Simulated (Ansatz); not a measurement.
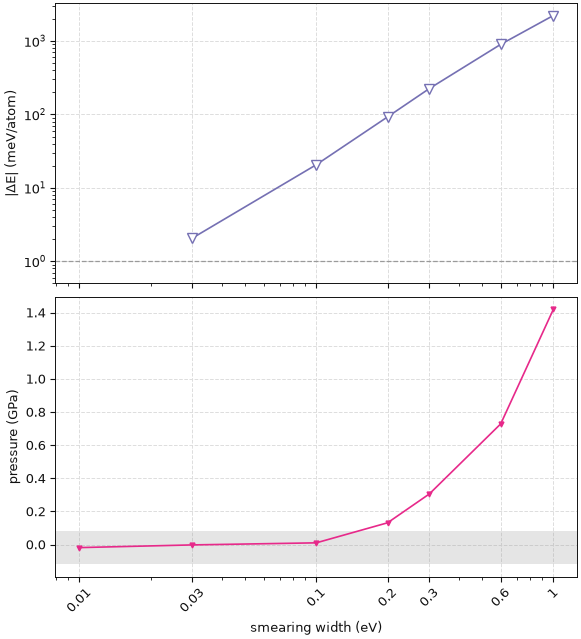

One cell, run at 7 values of the smearing width.
- system: Ba (Im-3m, 1 atom in the cell)
- method: DFT, r2SCAN, plane waves (500 eV) with PAW, scalar-relativistic (Ansatz 0.2.0); 9×9×9 k-mesh, Fermi–Dirac smearing
ΔE is the free energy less its value at the smallest setting, 0.01 eV.
Dashed lines or grey bands mark the tolerance: 1 meV/atom and 0.1 GPa.
On logarithmic panels, open markers lie below the reference value and filled ones above.

From which setting is the free energy converged to 1 meV/atom?

Answer. The free energy at the last setting but one, 0.03 eV, is still more than 1 meV/atom from the smallest setting's value, so the scan doesn't show it converged. It is off by 2200 meV/atom at 1 eV, 93 meV/atom at 0.2 eV and 2.1 meV/atom at 0.03 eV (always below it). The free energy falls with the width because it holds the −TS term of the fractional occupations.

How does the pressure behave (tolerance 0.1 GPa)?

Answer. The pressure is within 0.1 GPa of the smallest setting's value from 0.1 eV down. It is 1.42 GPa at 1 eV, 0.31 GPa at 0.3 eV, 0.13 GPa at 0.2 eV and −0.02 GPa at 0.01 eV.
